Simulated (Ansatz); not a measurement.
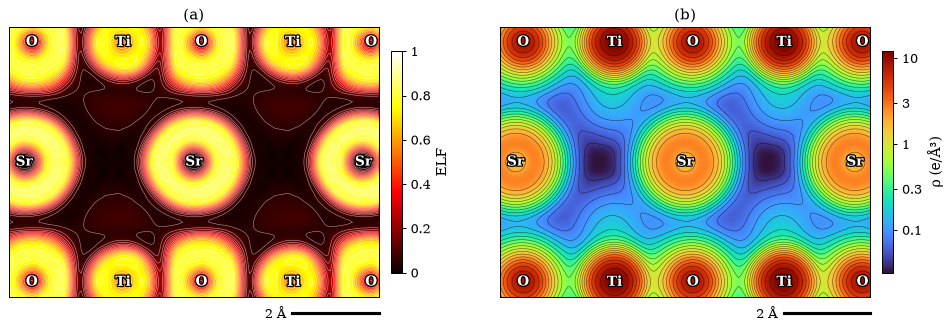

Figure 1: SrTiO$_{3}$. (a) ELF; (b) valence electron density on the (110) plane of the conventional cell.

Space group P4mm; a point of a scan over the structure, not its minimum; not relaxed (largest force 1.1 eV/Å); computed pressure about 3 GPa in this cell; computed without spin polarisation; PAW files of the earlier set (soft_1).

Computed with Ansatz 0.2.0, DFT PBE, scalar-relativistic, plane waves, PAW.

### Read the bonding off the picture.

Atoms in the plane: Sr, Ti and O. Ti–O (1.82 Å): ρ at the midpoint is about 1 e/Å³; the ELF peaks at about 0.80 in the valence shell of O, 0.5 Å from its nucleus, and is about 0.25 at the midpoint (no localised pair shows between them). Ti–O (2.11 Å): ρ is about 0.47 e/Å³ halfway; the ELF peaks at about 0.85 in the valence shell of O, 0.6 Å from its nucleus, and is about 0.15 at the midpoint: no shared electron pair shows on this line. Sr–O (2.79 Å): ρ at the midpoint is about 0.14 e/Å³; the ELF is about 0.05 at the midpoint: a largely ionic contact. Between the atoms the lowest density in this plane is 0.03 e/Å³. The features right at Sr and Ti lie inside the PAW spheres, where the map follows smoothed inner orbitals and isn't to be read closely.

### Does the calculation make it a metal, or give it a gap?

It is gapped, with a Kohn–Sham gap of 1.9 eV on the k-point mesh (the band edges may lie off the mesh, which would make the gap smaller).
